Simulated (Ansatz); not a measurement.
**Li$_{2}$S: density, localisation and related maps**

The calculation's input:

```
crystal:
  lattice:
    - [0.0, 2.8810635071, 2.8810635071]
    - [2.8810635071, 0.0, 2.8810635071]
    - [2.8810635071, 2.8810635071, 0.0]
  atoms:
    - { symbol: Li, position: [0.25, 0.25, 0.25] }
    - { symbol: Li, position: [0.75, 0.75, 0.75] }
    - { symbol: S, position: [0.0, 0.0, 0.0] }
basis:
  ecutwfc: 420
kpoints:
  mp_grid: { grid: [8, 8, 8] }
hamiltonian:
  xc: pbe
scf:
  occupations: { method: gaussian, width: 0.02 }
output:
  forces: true
  stress: true
  eigenvalues: true
  write_density: true
  write_potential: true
  elf: true
  volumetric_format: npy
```

Launched as:

```sh
ansatz run input.yaml --threads 1 --pin off --max-ram 2560MiB --backend cpu --events-out ev --progress --plain --runs-dir out
```

Below, planes, directions and counts refer to the conventional cell (a = 5.76 Å, b = 5.76 Å, c = 5.76 Å, α = 90.00°, β = 90.00°, γ = 90.00°).

Space group Fm-3m; changed on purpose from its base cell (volume × 1.03).

Computed with DFT PBE, scalar-relativistic, plane waves, PAW (Ansatz 0.2.0).

Core electrons are frozen (PAW), and the valence fields are smoothed inside the atomic spheres.

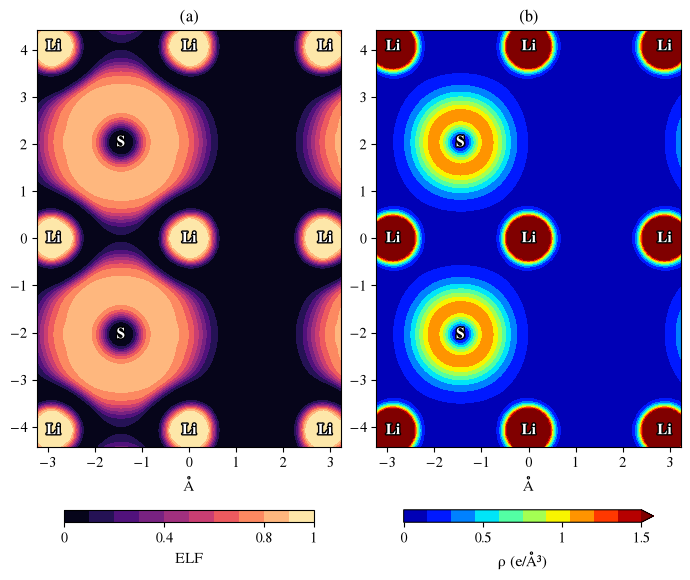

Figure 1. (a) electron localisation function; (b) valence pseudo-density on the (101) plane of the conventional cell.

Q: What does the map show?

A:
- The plane passes through Li and S nuclei.
- Li–S (2.50 Å): ρ at the midpoint is about 0.28 e/Å³; the ELF peaks at about 0.85 in the valence shell of S, 0.9 Å from its nucleus, and falls to about 0.05 next to Li: a largely ionic contact.
- Between the atoms the lowest density in this plane is 0.01 e/Å³.
- The features right at Li lie inside the PAW spheres, where the map follows smoothed inner orbitals and isn't to be read closely.

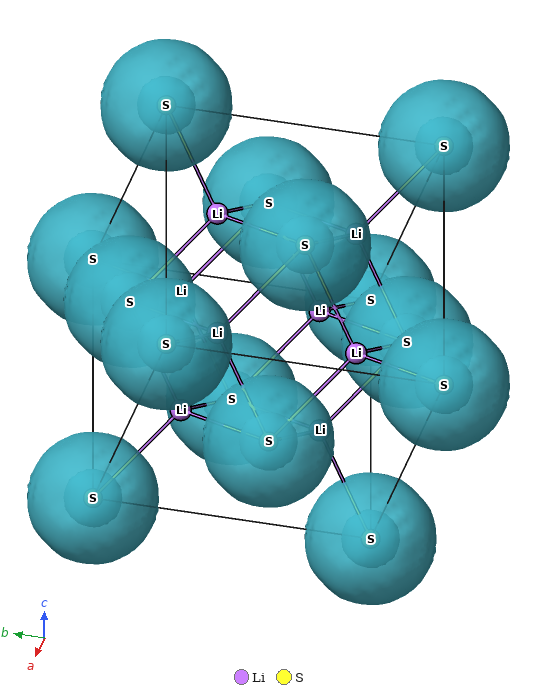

Figure 2. Isosurface of the electron localisation function at 0.75 (cyan), seen at an oblique angle. Only the valence region is drawn (cores and ρ < 0.01 e/Å³ removed). Sticks mark near contacts.

Q: Identify the bonds, lone pairs and shells in this picture.

A: The ELF exceeds this value in four regions wrapped around S (the valence shell of each), counted in one cell of 12 atoms. Regions shared between cells count once.

Q: Metal or insulator at this level of theory?

A: It is gapped, with a Kohn–Sham gap of 3.4 eV on the k-point mesh (the band edges may lie off the mesh, which would make the gap smaller).
